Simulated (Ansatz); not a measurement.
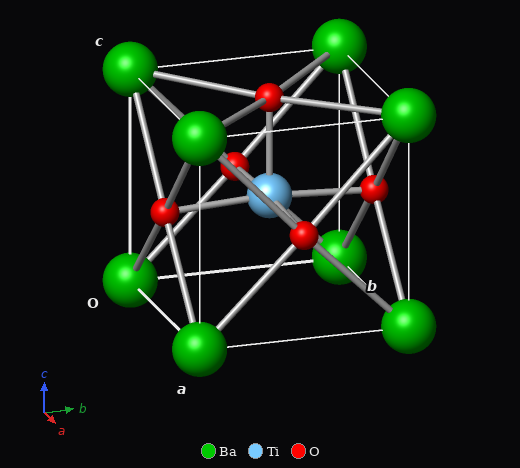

Crystal: BaTiO3, coordinates from a relaxation with DFT, PAW plane waves, pbe+U in Ansatz. One unit cell is drawn above. The drawing is computed from the coordinates (standard cell, symmetry found to 0.002 Å).

```xyz
5
Lattice="4.0251 0.0000 0.0000 0.0000 4.0251 0.0000 0.0000 0.0000 4.0831" Properties=species:S:1:pos:R:3 pbc="T T T"
Ba    0.0000    0.0000    0.0166
Ti    2.0126    2.0126    2.1028
O     2.0126    2.0126    3.9995
O     2.0126    0.0000    1.9976
O     0.0000    2.0126    1.9976
```

Q: What is its point group?

A: 4mm (C4v), order 8, tetragonal system: one fourfold axis, four mirror planes.

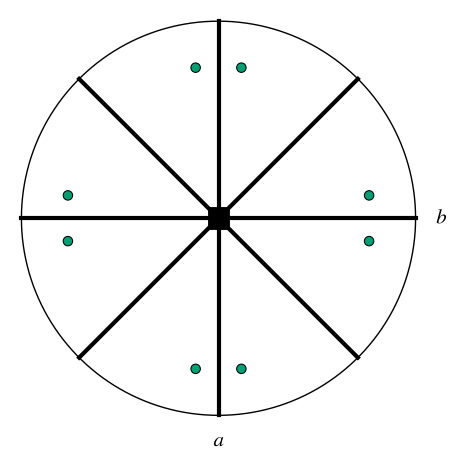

Stereographic projection: filled dots lie in the upper hemisphere, open rings in the lower; heavy lines are mirror planes (a heavy rim: a mirror in the plane of the page); lens, triangle, square and hexagon are 2-, 3-, 4- and 6-fold axes, a lens in an open square is −4, a triangle in an open hexagon −6; thin dashed diameters join the ends of axes that lie in the page; a small open circle marks inversion. The poles are one general form. The c axis points at the viewer.

Q: What does this class allow?

A: Class 4mm is not centrosymmetric; polar, so pyroelectricity and piezoelectricity are allowed; it is not chiral. Its Laue class is 4/mmm.
